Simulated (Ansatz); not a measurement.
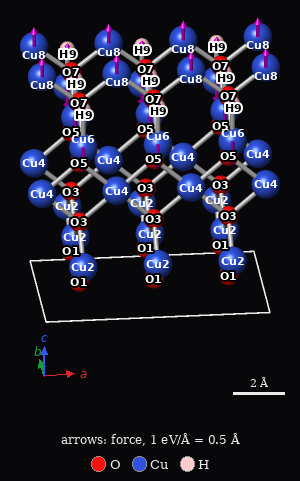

Starting geometry of a slab of composition Cu$_{4}$HO$_{4}$ (cut from the Cccm phase) with the computed forces as purple arrows. A ball-and-stick model of the 3 × 2 repeat of the cell, outlined in the plane, without the vacuum, seen from a free direction.

Case: H put at a hollow Cu-Cu site. The slab is the (0 0 1) face of CuO with H on it. 4 atoms are held fixed.

Theory: Ansatz 0.2.0, DFT PBE, scalar-relativistic, plane waves, PAW. Set-up: plane-wave cutoff 420 eV; k-point mesh 10 × 10 × 1; occupations gaussian; smearing width 0.1 eV; no spin polarisation; dipole correction; atoms relaxed in a fixed cell; force threshold 0.03 eV/Å; at most 70 steps.

Q: Is this structure relaxed? If not, where do the atoms go?

A: It isn't relaxed: the largest force vector, on Cu6, is 2.09 eV/Å. The final displacements follow the starting forces only in part (cosine between the two patterns 0.56). Over 6 geometry steps the energy falls by 0.580 eV per cell of the calculation. The largest force component goes from 2.1 to 0.0081 eV/Å. Cu8 moves most: 0.70 Å along the normal (+c). Largest moves by element: Cu 0.70 Å, O 0.56 Å, H 0.07 Å. The lattice vectors keep their values. Near-neighbour distances that change, for instance: Cu6–O7 1.963 → 2.420 Å, Cu6–H9 1.631 → 1.762 Å, O7–Cu8 1.886 → 1.978 Å, O5–Cu6 1.958 → 1.919 Å. Among the angles between lasting bonds that change: Cu6–O7–Cu6 97.4° → 75.1°, O7–Cu6–O7 97.4° → 75.1°, O5–Cu6–O7 179.9° → 167.3°. Cost: 12 min on 2 threads of Arm Neoverse N1, on a shared host, peak memory 0.89 GiB.

Limits of the set-up: the cell has an odd number of electrons but was run without spin polarisation; the periodic images lie only 2.9 Å apart, so the values are limited by the cell's size.
